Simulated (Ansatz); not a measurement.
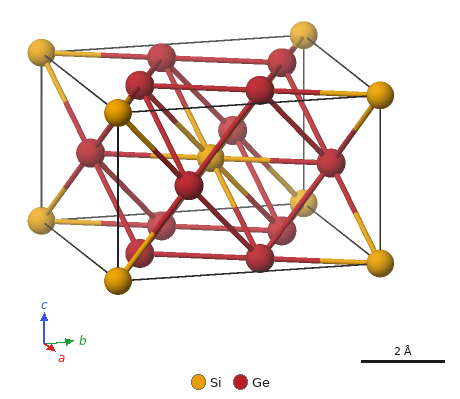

Solid SiGe4 (a generated structure, set up in I4/m), before the relaxation. The picture is a ball-and-stick view of the conventional cell (2 times the calculation's cell), seen slightly off an axis. Lengths and directions refer to the drawn axes.

These are results of Ansatz, DFT PBE, scalar-relativistic, plane waves, PAW, not measurements.

The input:
```yaml
crystal:
  lattice:
    - [-3.31708405, 3.31708405, 2.09790816]
    - [3.31708405, -3.31708405, 2.09790816]
    - [3.31708405, 3.31708405, -2.09790816]
  atoms:
    - { symbol: Si, position: [0.0, 0.0, 0.0] }
    - { symbol: Ge, position: [0.8, 0.6, 0.4] }
    - { symbol: Ge, position: [0.6, 0.2, 0.8] }
    - { symbol: Ge, position: [0.4, 0.8, 0.2] }
    - { symbol: Ge, position: [0.2, 0.4, 0.6] }
basis:
  ecutwfc: 420
kpoints:
  mp_grid: { grid: [10, 10, 10] }
hamiltonian:
  xc: pbe
scf:
  occupations: { method: gaussian, width: 0.1 }
output:
  forces: true
  stress: true
  eigenvalues: true
relax:
  adjacent_minimum: "off"
  f_tol: 0.01
  max_steps: 80
  cell: { stress_tol: 0.05 }
```

Command:
```bash
ansatz run input.yaml --threads 1 --pin off --max-ram 2560MiB --backend cpu --events-out ev --progress --plain --runs-dir out
```

Question: Predict the outcome.

Answer: The largest moves relative to the cell, 0.77 Å, are those of Ge2, Ge3, Ge4 and Ge5. Ge3 goes along [1 3 0]. Si stays in place. The volume changes by +3.7 %, with a = b 6.634 → 7.384 Å (+11.3 %), c 4.196 → 3.512 Å (−16.3 %). Near-neighbour distances that change, for instance: Ge2–Ge5 2.967 → 4.102 Å, Si1–Ge2 2.967 → 4.056 Å, Si1–Ge2 (another image) 2.967 → 2.670 Å, Ge2–Ge3 2.967 → 2.845 Å. Bond angles that change, for instance: Ge3–Ge2–Ge4 60.0° → 90.0°, Ge3–Ge2–Ge4 120.0° → 90.0°, Ge3–Ge2–Ge3 120.0° → 143.5°. The space group (tolerance 0.01 Å) goes from I4/m (No. 87) to I4/mmm (No. 139). The energy falls by 0.438 eV per cell of the calculation in 14 accepted moves (16 points after the start). The largest force component goes from 0.16 to under 0.0001 eV/Å. The pressure goes from 1.02 to 0.00 GPa. The SCF was repeated twice at an unchanged geometry on a basis and grid sized afresh for the cell, which shifted the energy by 14.4 meV per cell of the calculation at most. Cost: 7.1 min on 1 thread of Intel(R) Xeon(R) Processor @ 2.70GHz, on a shared host, peak memory 0.67 GiB.

Step by step:

```
step  E − E(0), meV/atom  largest force component, eV/Å  pressure, GPa  volume, Å³/atom                      note
   0                0.00                         0.1593           1.02           18.467                          
   1               -6.17                         0.0632          -0.51           18.901                          
   2              -11.73                         0.0594          -0.56           18.947                          
   3              -19.79                         0.1211           0.06           18.814                          
   4              -30.05                         0.1445           0.36           18.714                          
   5              -37.43                         0.1372           0.77           18.587                          
   6              -46.31                         0.0959           0.18           18.658                          
   7              -63.87                         0.1694           0.00           18.697                          
   8              -80.36                         0.0399           1.05           18.660                          
   9              -80.61                         0.0571          -0.84           19.237                          
  10              -84.42                         0.0142          -0.14           19.054                          
  11              -84.50                         0.0236           0.08           19.025                          
  12              -84.54                         0.0021           0.00           19.025                          
  13              -87.43                         0.0029           0.33           19.025  same geometry, new basis
  14              -87.62                         0.0010          -0.05           19.167                          
  15              -87.62                         0.0001           0.00           19.149                          
  16              -87.64                         0.0001           0.00           19.149  same geometry, new basis
```

The structure at the end:

```
CELL_PARAMETERS angstrom
-3.69194 3.69194 1.75608
3.69194 -3.69194 1.75608
3.69194 3.69194 -1.75608
ATOMIC_POSITIONS crystal
Si 0.00000 0.00000 0.00000
Ge 0.77245 0.50001 0.27245
Ge 0.50001 0.22755 0.72756
Ge 0.49999 0.77245 0.27244
Ge 0.22755 0.49999 0.72755
```

After the run, drawn alike:

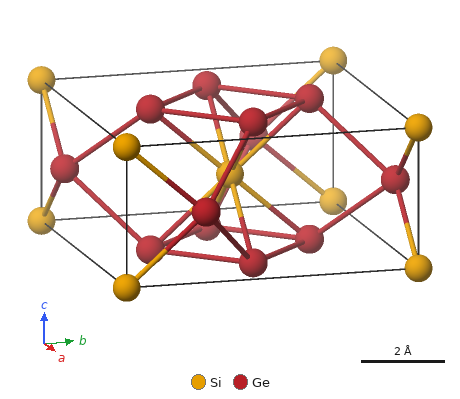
